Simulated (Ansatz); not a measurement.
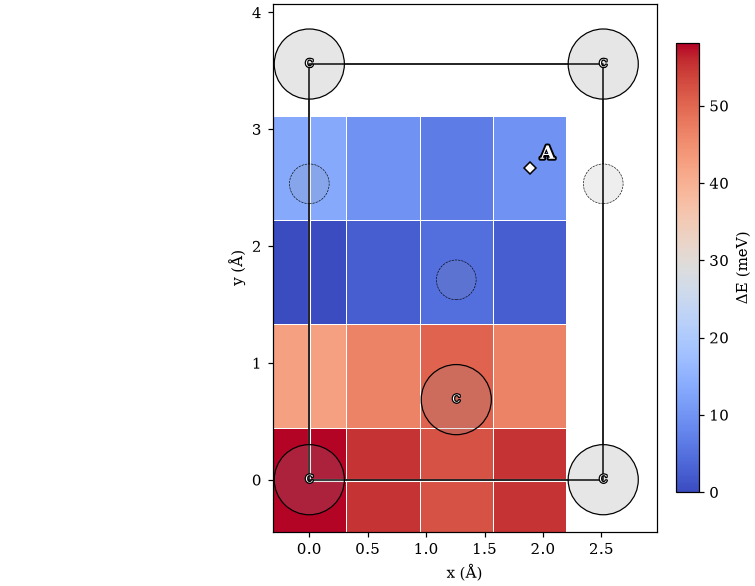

CO on a C(110) slab cut from the Fd-3m phase, its upper half relaxed before the scan (40 atoms of substrate and one adsorbate in a 2 × 2 cell). 
- CO (O end down) is moved over the surface cell at a fixed height above a rigid substrate; the origin of the map has the adsorbate above C33; the height is held at 2.90 Å.
- Places are given modulo a cell vector. The map is drawn in real space over the plane of the surface.
- The scan uses a 4 × 4 grid; 12 points were computed and 4 follow by symmetry.
- Places are given in fractions of the 1 × 1 surface cell.
- Energies: meV, counted from the lowest grid point.
- At a fixed height the lowest place need not be the adsorption site.
- Computed with Ansatz, DFT PBE+D3(BJ), scalar-relativistic, plane waves, PAW. Settings: cutoff 420 eV, k-mesh 5×4×1, gaussian smearing 0.05 eV, no spin polarisation.

The picture shows one coloured cell a grid point, labelled circles for the atoms of the top layer and small ones for the second layer, the outline of one cell of the plane, the point A.

> Is A at rest? If not, where is it pushed?

A, at (3/4, 3/4) of the cell vectors, is not a stationary point. The computed force is 0.045 eV/Å in the plane, pointing down in the picture (components −0.009 and −0.044 eV/Å).

PAW datasets: the set soft_1.
